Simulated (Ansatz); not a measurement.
**Geometry relaxation, with input and output: Ca**

Ca (R-3m, 6 atoms in the cell), computed with DFT PBE, scalar-relativistic, plane waves, PAW, no spin polarisation (Ansatz 0.2.0).

The structure was made by a generator, so it may or may not be a known phase. Figures and captions count atoms from 1; the log counts them from 0 in places.

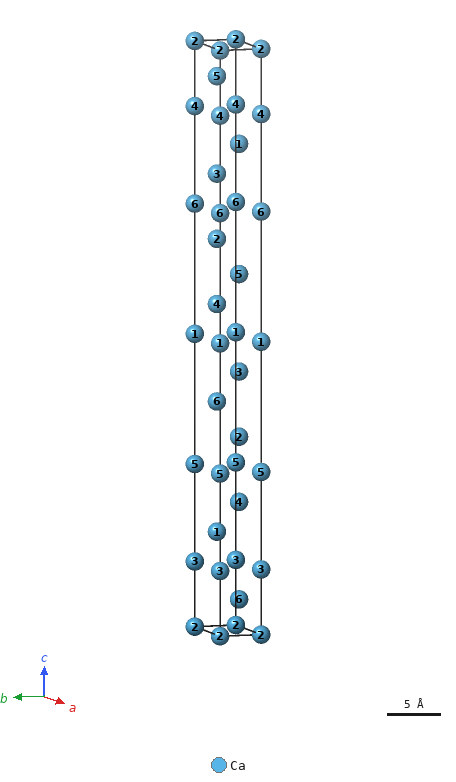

Figure 1. The input geometry (spheres-only view of the cell 3 times as large as that of the calculation, set on its symmetry axes, seen at an oblique angle; atoms are numbered from 1 in the order of the input).

Input file
```yaml
crystal:
  lattice:
    - [1.9708409913, 1.1378655769, 19.4115166429]
    - [-1.9708409913, 1.1378655769, 19.4115166429]
    - [0.0, -2.2757311538, 19.4115166429]
  atoms:
    - { symbol: Ca, position: [0.5, 0.5, 0.5] }
    - { symbol: Ca, position: [0.0, 0.0, 0.0] }
    - { symbol: Ca, position: [0.1112793, 0.1112793, 0.1112793] }
    - { symbol: Ca, position: [0.8887207, 0.8887207, 0.8887207] }
    - { symbol: Ca, position: [0.2776863, 0.2776863, 0.2776863] }
    - { symbol: Ca, position: [0.7223137, 0.7223137, 0.7223137] }
basis:
  ecutwfc: 420
kpoints:
  mp_grid: { grid: [12, 12, 12] }
hamiltonian:
  xc: pbe
scf:
  occupations: { method: gaussian, width: 0.1 }
output:
  forces: true
  stress: true
  eigenvalues: true
relax:
  adjacent_minimum: "off"
  f_tol: 0.01
  max_steps: 30
  cell: { stress_tol: 0.1, fix: [volume] }
```

Hardware: 4 threads of Intel Xeon @ 2.60GHz (Ice Lake), 24 GiB of memory available, shared host.

Launched with:
```bash
ansatz run input.yaml --threads 4 --pin off --max-ram 8192MiB --backend cpu --events-out ev --progress --plain --runs-dir out
```

Log
```
basis.fft_grid_basis auto: the FFT boxes are laid along the combinations [[1, 0, -1], [0, 1, -1], [0, 0, 1]] of the cell's own vectors, 3.942, 3.942 and 19.544 Å long. The dense box has 27×27×135 points. Along the cell's own vectors, as sized, it would have 135×135×135, 25.00 times as many. Of the 12 symmetry operations that the crystal satisfies within crystal.symmetry.tolerance (time reversal apart; of a slab, those that keep its plane) the dense box along the cell's own vectors carries 12, and the one as laid loses 8 of those. basis.fft_grid_basis: typed keeps the cell's own vectors: state it where this run's energies or levels are differenced outside the engine with another run's, or held beside a run that keeps those vectors.
Engine: ansatz 0.2.0, x86_64-unknown-linux-gnu
Pseudopotentials: kind: paw
Pseudopotential: Ca, paw, valence charge 10, recommended cutoff 420 eV (normal), Ca.paw.azcp
Functional definition: PBE
  parameter kappa = 0.804
  parameter beta = 0.06672455060314922
  exchange = pbe_x(kappa = kappa, mu = beta*pi^2/3)
  correlation = pbe_c(beta = beta)
Crystal: 6 atoms, lattice volume = 261.188 Å³
Basis set: ecut = 420 eV, 5165 PW (Γ), FFT grids on a1−a3, a2−a3, a3, exchange–correlation on 54×54×270 points (8 copies of the dense FFT grid, shifted against one another)
Bands: 36, of which v1, the nominal top of the filled ones, is band 30 counted from 1 (29 counted from 0)
Symmetry: 12 space group operations
Space group: R-3m (ITA 166), of the structure as read, at distance tolerance 6.4e-5 Å
k-points: 189 of 1728
Non-local potential: Ca, projectors of the file, l = 0: 3, l = 1: 2, l = 2: 2
PAW form: soft (Blöchl's): semilocal exchange-correlation on the pseudo side does not see the compensation charge
PAW one-centre angular grid: Ca, 110 points (default); XC on 64 Gauss nodes
Initial density: superposition of atomic densities (neutral atoms: chi_scale 0, normalization atom), corrected by the library's trained network
Initial wavefunctions: pseudopotential atomic-orbital guess
Functional: x = pbe(κ = 0.804, μ = 0.2195149727645171), c = pbe(β = 0.06672455060314922)
SCF iter   1: F=—  HF=-10901.148751 eV  |F-HF|=—  |Δ(HF+E_count)|=         —  Δρ=1.25e-3  dr2=4.96e-2  ethr=1.77e-3  ⟨swp⟩=10.4  Hψ=33104  notcnv=0  defer=1
preconditioner: auto → Kerker (q_TF=auto, 2.135 Å⁻¹)  [metal: Δε(μ)=0.001 eV  Ē_g=2.022 eV  σ=0.100 eV  W_gap=0.00  n_scr=54 (ndim 8)  ℏωp=8.0 eV  f_vac=0.000  D(μ)=8.75/eV (n_scr^D=74)]
SCF iter   2: F=—  HF=-10901.152063 eV  |F-HF|=—  |Δ(HF+E_count)|=   3.31e-3  Δρ=7.04e-4  dr2=7.93e-3  ethr=8.26e-5  ⟨swp⟩=1.3  Hψ=8431  notcnv=0  defer=3
SCF iter   3: F=—  HF=-10901.152143 eV  |F-HF|=—  |Δ(HF+E_count)|=   8.05e-5  Δρ=2.72e-4  dr2=5.64e-4  ethr=1.32e-5  ⟨swp⟩=1.4  Hψ=6836  notcnv=0  defer=3
SCF iter   4: F=—  HF=-10901.152112 eV  |F-HF|=—  |Δ(HF+E_count)|=   3.07e-5  Δρ=4.91e-5  dr2=8.11e-5  ethr=9.41e-7  ⟨swp⟩=2.0  Hψ=7417  notcnv=0  defer=3
SCF iter   5: F=—  HF=-10901.152266 eV  |F-HF|=—  |Δ(HF+E_count)|=   1.53e-4  Δρ=1.32e-5  dr2=2.75e-6  ethr=1.35e-7  ⟨swp⟩=1.3  Hψ=6786  notcnv=0  defer=3
SCF iter   6: F=-10901.152266 eV  HF=-10901.152266 eV  |F-HF|=2.60e-9  |Δ(HF+E_count)|=   3.94e-7  Δρ=3.20e-6  dr2=4.36e-8  ethr=1.67e-10  ⟨swp⟩=10.4  Hψ=36450  notcnv=0
SCF 1 converged in 6 iterations: F = -10901.152266 eV  dr2 = 4.36e-8
  greatest PAW one-centre occupation: 0.996 electrons in one spin orbital (limit 2), on the Ca atom at site 1 (counted from 0), in its partial waves of l = 0
relax step   1: F+E_penalty+E_count = -10901.15226602 eV  Δ(F+E_penalty+E_count) = +0.000e0 eV  max|allowed force component| = 9.728e-4 eV/Å  Δτ_max = 0.0000 Å  P = -0.486 GPa  Ω = 261.188 Å³  fix = [volume]  reactions: volume -0.486 GPa  (6 SCF iters, dr2 threshold 1.00e-7 eV, accepted)
Initial density: handed on by an earlier stage of this run
Initial wavefunctions: pseudopotential atomic-orbital guess (no wavefunctions were taken with the density)
iter 1 solved again at ethr=4.02e-7 eV; its pass at ethr=3.10e-3 eV (dr2=2.41e-4 eV) is discarded
SCF iter   1: F=—  HF=-10901.152112 eV  |F-HF|=—  |Δ(HF+E_count)|=         —  Δρ=3.29e-6  dr2=3.58e-8  ethr=4.02e-7  ⟨swp⟩=4.6  Hψ=50921  notcnv=0  defer=1
eigensolver tolerance schedule: the retry pair's looser diagonalisation over-reported the residual by 6747.96 of it (diagonalisation noise at 7.04 of the residual, at the tolerance the schedule requests for it); recorded, not acted on — ethr = c·dr2/N_el stays at c = 1.0e-1
preconditioner: auto → Kerker (q_TF=auto, 2.135 Å⁻¹)  [metal: Δε(μ)=0.000 eV  Ē_g=2.017 eV  σ=0.100 eV  W_gap=0.00  n_scr=54 (ndim 8)  ℏωp=8.0 eV  f_vac=0.000  D(μ)=8.93/eV (n_scr^D=74)]
SCF iter   2: F=—  HF=-10901.152266 eV  |F-HF|=—  |Δ(HF+E_count)|=   1.54e-4  Δρ=2.24e-6  dr2=3.68e-8  ethr=5.96e-11  ⟨swp⟩=3.4  Hψ=13910  notcnv=0
SCF iter   3: F=—  HF=-10901.152266 eV  |F-HF|=—  |Δ(HF+E_count)|=   2.99e-9  Δρ=1.57e-6  dr2=1.49e-8  ethr=5.96e-11  ⟨swp⟩=1.0  Hψ=6804  notcnv=0
SCF iter   4: F=—  HF=-10901.152266 eV  |F-HF|=—  |Δ(HF+E_count)|=   3.47e-9  Δρ=2.92e-7  dr2=9.59e-10  ethr=2.48e-11  ⟨swp⟩=2.0  Hψ=7400  notcnv=0
SCF iter   5: F=—  HF=-10901.152266 eV  |F-HF|=—  |Δ(HF+E_count)|=  1.46e-11  Δρ=1.28e-7  dr2=2.65e-10  ethr=1.60e-12  ⟨swp⟩=1.0  Hψ=6806  notcnv=0
SCF iter   6: F=-10901.152266 eV  HF=-10901.152266 eV  |F-HF|=1.09e-11  |Δ(HF+E_count)|=  7.28e-12  Δρ=4.20e-8  dr2=1.75e-11  ethr=1.00e-12  ⟨swp⟩=5.8  Hψ=20141  notcnv=0
SCF 2 converged in 6 iterations: F = -10901.152266 eV  dr2 = 1.75e-11
relax step   2: F+E_penalty+E_count = -10901.15226604 eV  Δ(F+E_penalty+E_count) = -1.680e-8 eV  max|allowed force component| = 9.561e-4 eV/Å  Δτ_max = 0.0000 Å  P = -0.486 GPa  Ω = 261.188 Å³  fix = [volume]  reactions: volume -0.486 GPa  stress off target by 4.42e-2 GPa on what of the cell is left free  SCF on the basis re-selected at this cell (its energy is not comparable with the rows above)  (6 SCF iters)
```

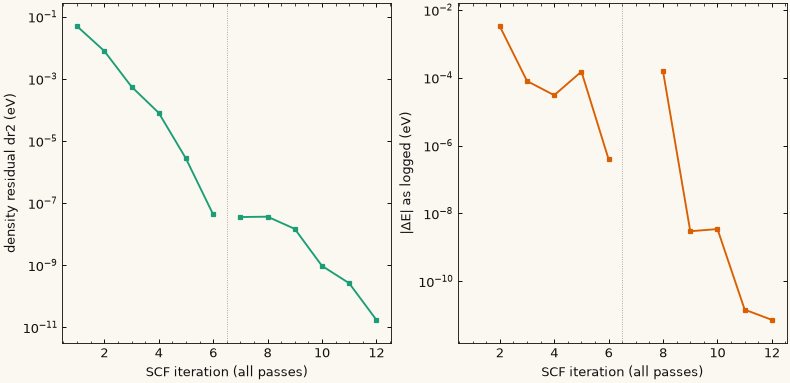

Figure 2. Convergence of the self-consistent field: density residual dr2 and size of the energy change against the SCF iteration. The dotted lines part the SCF passes of the relaxation: geometry steps, rejected trials and re-solves on a re-selected basis. The passes take 6 and 6 iterations.

```
basis re-selected at this cell: Δ(F+E_penalty+E_count) = -1.680e-8 eV, ΔP = -0.000 GPa vs the last step (what re-selecting the basis moved, of the pressure what is left beyond the Pulay correction that the steps carried, after the strain that the cell walked since its last selection, with what the two solves' SCF thresholds leave and, on support functions, any second-order correction that the steps lacked; it is no measure of the basis error at this ecutwfc). This SCF's stress stands 4.42e-2 GPa from its target on what of the cell is left free (relax.cell.stress_tol is 1.00e-1 GPa) and its largest allowed force component is 9.56e-4 eV/Å (relax.f_tol is 1.00e-2 eV/Å): within both
SCF converged after 6 iterations
Free energy (F): -10901.152266 eV
Harris-Foulkes:  -10901.152266 eV  (|F-HF|=1.09e-11)
Internal energy: -10901.107628 eV  (E = F + TS)
E sigma→0 (E₀):  -10901.129947 eV
Entropy (-TS):   -0.044638 eV (-7.440 meV/atom)
Fermi energy:    4.751981 eV
--- Per-component energies (eV) ---
  E_band       = -1067.486566
  E_kinetic    = 1651.188418
  E_local      = -5148.178123  (includes V_loc(G=0)·N_el)
  E_nonlocal   = 381.677781
  E_hartree    = 1724.854618
  E_xc         = -814.543315
  E_vxc        = -1015.196539  (∫ρ·V_xc dr)
  E_paw        = -5149.343505  (= ΣΔE_a)
  E_vpaw       = -386.687250  (= ΣTr[D̂ρ^β])
  E_aug_tail   = -0.000037  (compensation charges beyond the density's cutoff)
  E_ewald      = -3546.763465
  E_smearing   = -0.044638  (= −TS)
  E_closure    = 0.000000  (closes the sum)
  Σ components = -10901.152266   (vs F -10901.152266, Δ=0.00e0)
--- Forces (eV/Å), atoms counted from 1 ---
  atom   1  Ca     0.00000000     0.00000000     0.00000000
  atom   2  Ca     0.00000000     0.00000000     0.00000000
  atom   3  Ca    -0.00000000     0.00000000    -0.00049519
  atom   4  Ca     0.00000000    -0.00000000     0.00049519
  atom   5  Ca     0.00000000     0.00000000     0.00095611
  atom   6  Ca    -0.00000000    -0.00000000    -0.00095611
  max |Σ_I F_I| component: 1.08e-19 eV/Å
--- Stress (GPa, compression-positive) ---
       -0.463608      -0.000000      -0.000000
       -0.000000      -0.463608       0.000000
       -0.000000       0.000000      -0.529900
  P = ⅓ Tr σ = -0.4857 GPa (-4.857 kbar)
--- Band table (eV; the first three rows and the last of 189) ---
  k-point 0: bands = ["-37.3760", "-37.3723", "-37.3682", "-37.3546", "-37.3533", "-37.3411", "-18.4077", "-18.3779", "-18.3716", "-18.3158", "-18.3155", "-18.3134", "-18.3134", "-18.3078", "-18.3078", "-18.3022", "-18.3022", "-18.2897", "-18.2897", "-18.2873", "-18.2873", "-18.2804", "-18.2734", "-18.2734", "0.7634", "1.2144", "1.2154", "2.4415", "2.4430", "3.7389", "4.5258", "5.5890", "5.5908", "6.5573", "6.5703", "6.9336"]
  k-point 1: bands = ["-37.3753", "-37.3717", "-37.3677", "-37.3541", "-37.3528", "-37.3406", "-18.4051", "-18.3772", "-18.3703", "-18.3209", "-18.3193", "-18.3175", "-18.3153", "-18.3117", "-18.3094", "-18.3060", "-18.3035", "-18.2957", "-18.2924", "-18.2914", "-18.2887", "-18.2808", "-18.2790", "-18.2747", "0.8669", "1.2904", "1.3391", "2.4923", "2.5749", "3.8388", "4.5418", "5.5654", "5.6299", "6.4967", "6.5462", "6.8010"]
  k-point 2: bands = ["-37.3735", "-37.3702", "-37.3666", "-37.3525", "-37.3514", "-37.3394", "-18.3978", "-18.3761", "-18.3681", "-18.3371", "-18.3346", "-18.3294", "-18.3210", "-18.3204", "-18.3145", "-18.3139", "-18.3111", "-18.3071", "-18.3017", "-18.2959", "-18.2926", "-18.2921", "-18.2828", "-18.2782", "1.1717", "1.5603", "1.6556", "2.7174", "2.8784", "4.1190", "4.5986", "5.5491", "5.6825", "6.3055", "6.3713", "6.4569"]
  k-point 188: bands = ["-37.3760", "-37.3723", "-37.3682", "-37.3547", "-37.3533", "-37.3411", "-18.4042", "-18.3919", "-18.3463", "-18.3439", "-18.3134", "-18.3134", "-18.3078", "-18.3078", "-18.3021", "-18.3021", "-18.2992", "-18.2898", "-18.2898", "-18.2872", "-18.2872", "-18.2833", "-18.2734", "-18.2734", "0.8713", "0.8851", "1.7501", "1.7508", "3.2050", "3.2155", "4.9785", "4.9921", "6.1144", "6.1250", "6.8641", "6.8973"]
--- Relaxed structure (1 steps of the walk, 1 accepted, 1 SCFs on fresh bases) ---
  F+E_penalty+E_count = -10901.15226604 eV   max|allowed force component| = 9.561e-4 eV/Å   (the final SCF, on the basis selected at the relaxed cell)
  cell:  # Å, volume = 261.1880 Å³
    - [1.9708409913372353, 1.137865576878502, 19.4115166429]
    - [-1.9708409913372353, 1.137865576878502, 19.4115166429]
    - [0.0, -2.275731153757004, 19.4115166429]
  atoms:
    - { symbol: Ca, position: [0.5, 0.5, 0.5] }
    - { symbol: Ca, position: [0.0, 0.0, 0.0] }
    - { symbol: Ca, position: [0.1112793, 0.1112793, 0.1112793] }
    - { symbol: Ca, position: [0.8887207, 0.8887207, 0.8887207] }
    - { symbol: Ca, position: [0.2776863, 0.2776863, 0.2776863] }
    - { symbol: Ca, position: [0.7223136999999998, 0.7223136999999998, 0.7223136999999998] }
```

Trajectory as extended XYZ (Å, eV, eV/Å), 2 frames, from step=1 to step=2
```
6
Lattice="1.9708 1.1379 19.4115 -1.9708 1.1379 19.4115 0.0000 -2.2757 19.4115" Properties=species:S:1:pos:R:3:forces:R:3 step=1 energy=-10901.15227 pressure_GPa=-0.49
Ca    0.0000    0.0000   29.1173    0.0000   0.0000   0.0000
Ca    0.0000    0.0000    0.0000    0.0000   0.0000   0.0000
Ca    0.0000    0.0000    6.4803    0.0000   0.0000  -0.0005
Ca    0.0000    0.0000   51.7542    0.0000   0.0000   0.0005
Ca    0.0000    0.0000   16.1709    0.0000   0.0000   0.0010
Ca    0.0000    0.0000   42.0636    0.0000   0.0000  -0.0010
6
Lattice="1.9708 1.1379 19.4115 -1.9708 1.1379 19.4115 0.0000 -2.2757 19.4115" Properties=species:S:1:pos:R:3:forces:R:3 step=2 energy=-10901.15227 pressure_GPa=-0.49
Ca    0.0000    0.0000   29.1173    0.0000   0.0000   0.0000
Ca    0.0000    0.0000    0.0000    0.0000   0.0000   0.0000
Ca    0.0000    0.0000    6.4803    0.0000   0.0000  -0.0005
Ca    0.0000    0.0000   51.7542    0.0000   0.0000   0.0005
Ca    0.0000    0.0000   16.1709    0.0000   0.0000   0.0010
Ca    0.0000    0.0000   42.0636    0.0000   0.0000  -0.0010
```

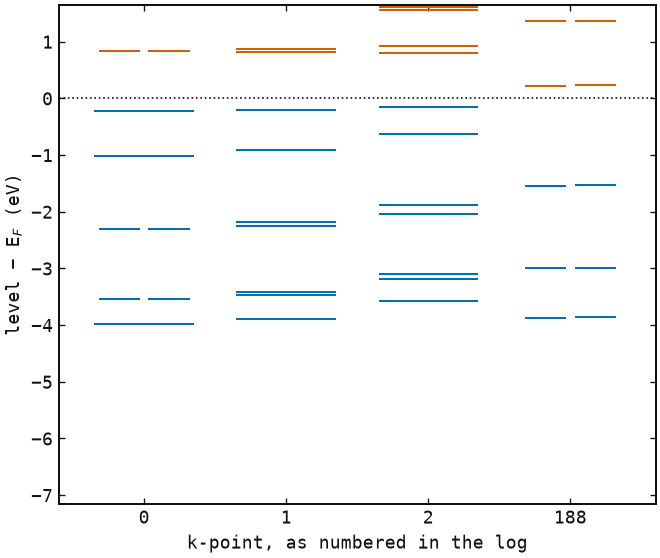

Figure 3. Kohn–Sham levels near the Fermi level (dotted) at the few k-points that the log prints; levels within 0.02 eV of each other stand side by side. The system is metallic on the full mesh.

Results in brief

```json
{"quantity": "outcome", "value": "converged"}
{"quantity": "space group (tolerance 0.01 Å)", "value": "R-3m (166)"}
{"quantity": "electrons treated", "value": "60"}
{"quantity": "free energy", "value": "−10901.1523 eV"}
{"quantity": "Fermi energy", "value": "4.752 eV"}
{"quantity": "gap on the k-point mesh", "value": "none (metallic)"}
{"quantity": "pressure", "value": "−0.49 GPa"}
{"quantity": "final volume", "value": "261.19 Å³"}
{"quantity": "largest force (length of the vector) at the end", "value": "0.001 eV/Å"}
{"quantity": "final cell", "value": "a = 19.544 Å, b = 19.544 Å, c = 19.544 Å, α = 11.57°, β = 11.57°, γ = 11.57°"}
{"quantity": "wall time", "value": "31 s (CPU time 2 min)"}
{"quantity": "peak memory", "value": "1.5 GiB"}
```
